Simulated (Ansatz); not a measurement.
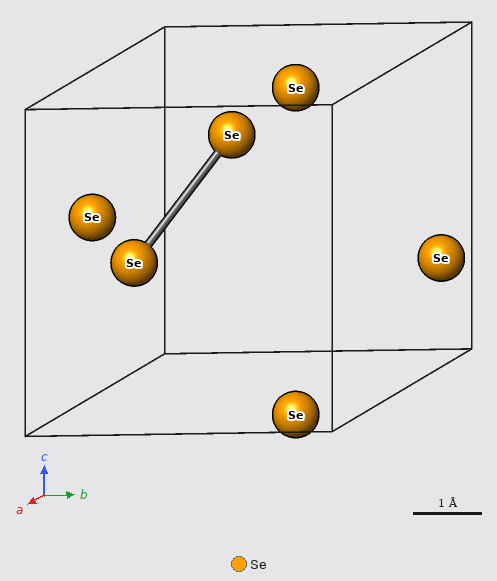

Lattice vibrations of crystalline Se, space group P3₁21 (No. 152), at the zone centre. A ball-and-stick model of the cell of the calculation, seen slightly off an axis.

Method: DFT PBE, scalar-relativistic, plane waves, PAW (Ansatz 0.2.0).

Input file:
```yaml
crystal:
  lattice:
    - [4.5257156281, 0.0, 0.0]
    - [-2.2628578141, 3.9193847043, 0.0]
    - [0.0, 0.0, 5.0436524507]
  atoms:
    - { symbol: Se, position: [0.2185979024, 0.0, 0.3333333333] }
    - { symbol: Se, position: [0.0, 0.2185979024, 0.6666666667] }
    - { symbol: Se, position: [0.7814020976, 0.7814020976, 0.0] }
basis:
  ecutwfc: 420
kpoints:
  mp_grid: { grid: [6, 6, 6] }
hamiltonian:
  xc: pbe
scf:
  occupations: { method: fixed }
output:
  eigenvalues: true
phonons:
  method: dfpt
  dielectric: true
  rigid_motions: translations
  eigenvectors: true
```

Command:
```bash
ansatz run input.yaml --threads 1 --pin off --max-ram 3072MiB --backend cpu --events-out ev --progress --plain --runs-dir out
```

Frequencies are those without the non-analytic (LO–TO) term.

Which optical modes does it have, at what frequencies, and is it stable there?

The calculation's cell holds 3 atoms, so there are 6 optical modes, in 4 levels. The optical modes span A₂ + 2E + A₁. No level is unstable.

```csv
level,symmetry,frequency (cm⁻¹),activity
1,A₂,86,infrared-active
2,E,127,infrared- and Raman-active
3,E,218,infrared- and Raman-active
4,A₁,231,Raman-active
```

The displacement patterns (one member of each degenerate set):

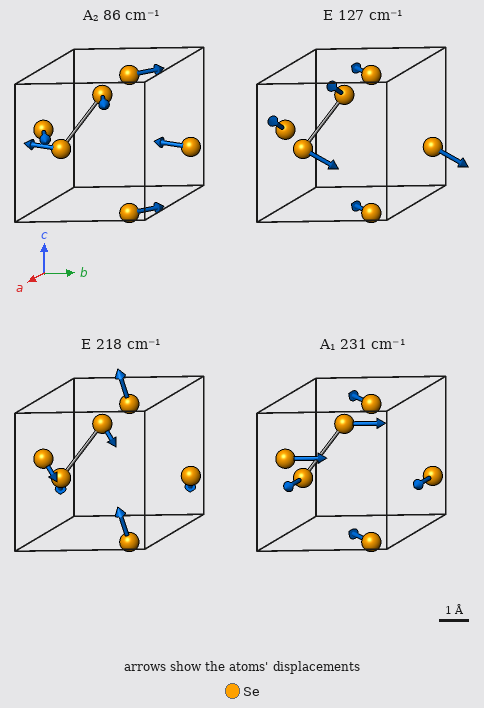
